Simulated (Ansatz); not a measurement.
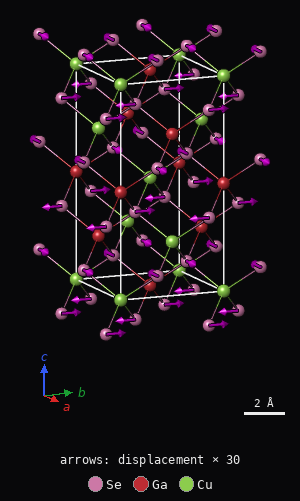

This is a relaxation of a crystal of GaCuSe$_{2}$ (set up in I-42d). The starting structure is drawn; purple arrows show the displacements (the part carried along by the change of the cell is left out), 30 times their true length.

A ball-and-stick model of the conventional cell (2 times the calculation's cell), seen slightly off an axis. Lengths and directions refer to the drawn axes.

The run lets cell and atoms move.

Computed with Ansatz, Kohn-Sham DFT of a periodic cell, PBE, Ansatz PAW.

Input
```yaml
crystal:
  lattice:
    - [-2.80955, 2.80955, 5.513]
    - [2.80955, -2.80955, 5.513]
    - [2.80955, 2.80955, -5.513]
  atoms:
    - { symbol: Se, position: [0.12562, 0.625, 0.00062] }
    - { symbol: Se, position: [0.875, 0.87438, 0.49938] }
    - { symbol: Se, position: [0.62438, 0.125, 0.99938] }
    - { symbol: Se, position: [0.375, 0.37562, 0.50062] }
    - { symbol: Ga, position: [0.25, 0.75, 0.5] }
    - { symbol: Ga, position: [0.5, 0.5, 0.0] }
    - { symbol: Cu, position: [0.75, 0.25, 0.5] }
    - { symbol: Cu, position: [0.0, 0.0, 0.0] }
hamiltonian:
  xc: pbe
  pseudopotentials: { kind: paw }
kpoints:
  mp_grid: { grid: [7, 7, 7] }
scf:
  occupations: { method: fermi_dirac, width: 0.05 }
output:
  forces: true
  stress: true
  eigenvalues: true
relax:
  f_tol: 0.01
  max_steps: 40
  cell: { stress_tol: 0.05 }
```

Run as
```bash
ansatz run input.yaml --threads 4 --pin off --max-ram 11264MiB --backend cpu --events-out ev --progress --plain --runs-dir out
```

**Atoms of which element are displaced furthest, and by how much?**

Selenium: up to 0.039 Å, against 0.000 Å for copper.

**Describe the change and its energy.**

The largest moves relative to the cell, 0.039 Å, are those of Se atoms. Cu and Ga stay in place. The volume changes by +4.1 %, with a = b 5.619 → 5.672 Å (+0.9 %), c 11.026 → 11.262 Å (+2.1 %). Some distances before and after: Ga–Se 2.416 → 2.471 Å, Cu–Se 2.420 → 2.430 Å. The space group stays I-42d (No. 122). After 3 accepted moves (4 points after the start) the energy has fallen by 11.2 meV per atom. Largest force component: 0.39 eV/Å at the start, under 0.0001 eV/Å at the end. The pressure goes from 2.85 to −0.01 GPa. The SCF was repeated once at an unchanged geometry on a basis and grid sized afresh for the cell, which shifted the energy by 0.2 meV per atom at most. Cost: 69 s on 4 threads of Intel(R) Xeon(R) Platinum 8375C CPU @ 2.90GHz (Ice Lake) (shared host), peak memory 0.96 GiB.
